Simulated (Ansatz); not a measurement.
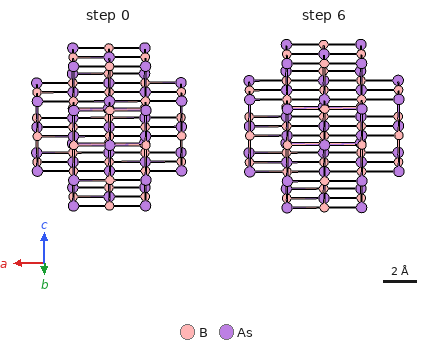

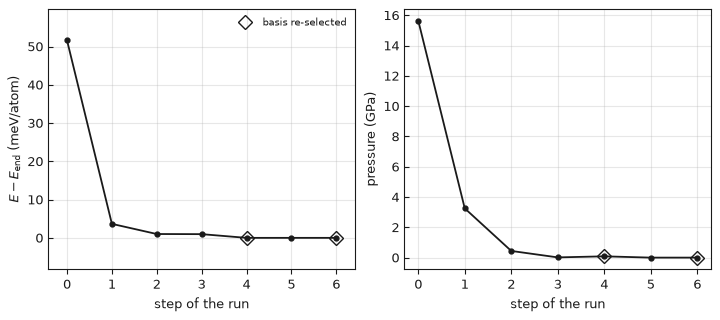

First and last geometry of a relaxation of a crystal of BAs (a generated structure, set up in Fm-3m), with the history of the run. Style: ball-and-stick. Shown: the conventional cell (4 times the calculation's cell), from a free direction. Lengths and directions refer to the drawn axes.

Case: cell and atoms relaxed from a first guess.

These are results of DFT, PBE, PAW with Ansatz's default frozen-core files, scalar-relativistic in Ansatz, not measurements. Set-up: plane-wave cutoff 420 eV; k-point mesh 14 × 14 × 14; occupations fermi dirac; smearing width 0.05 eV; no spin polarisation; cell and atoms relaxed; force threshold 0.005 eV/Å; at most 80 steps.

### Read the history and describe the run.

It converged. Over 4 accepted moves (6 points after the start) the energy falls by 51.6 meV per atom. All forces vanish by symmetry, so only the cell relaxes. The pressure goes from 15.65 to 0.00 GPa. The SCF was repeated twice at an unchanged geometry on a basis and grid sized afresh for the cell, which shifted the energy by 1.0 meV per atom at most. The atoms keep their places relative to the cell (all moves are under 0.005 Å). Cell: a = b = c 4.465 → 4.614 Å (+3.3 %). Volume +10.4 %. Near-neighbour distances that change, for instance: As–B 2.232 → 2.307 Å. The space group stays Fm-3m (No. 225).
